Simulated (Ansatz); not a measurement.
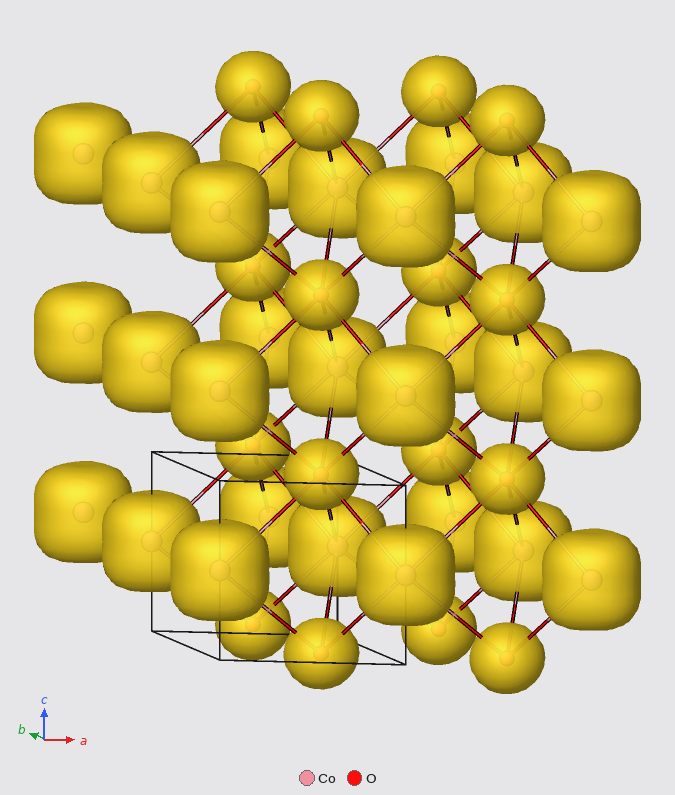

*CoO. Isosurfaces of the spin density at +0.2 (yellow) and −0.2 e/Å³ (cyan), seen slightly off an axis. Sticks mark near contacts.*

Space group P-6m2; a generated structure, not necessarily the stable one; spin-polarised.

Level of theory: Kohn-Sham DFT of a periodic cell, PBE with D4, Ansatz PAW in Ansatz 0.2.0.

In a PAW calculation such maps are meaningful between the atoms, not at the nuclei.

**Which atoms carry the moments, and with what signs?**

The spin density sits on Co: +2.5 μB in one cell of 2 atoms, with smaller moments on other sites: O (up to +0.43 μB): parallel moments, as they must be, since the calculation's own cell holds one magnetic site. The cell of the calculation (2 atoms) carries 3.0 μB of net spin moment. Only one sign reaches the isovalue.
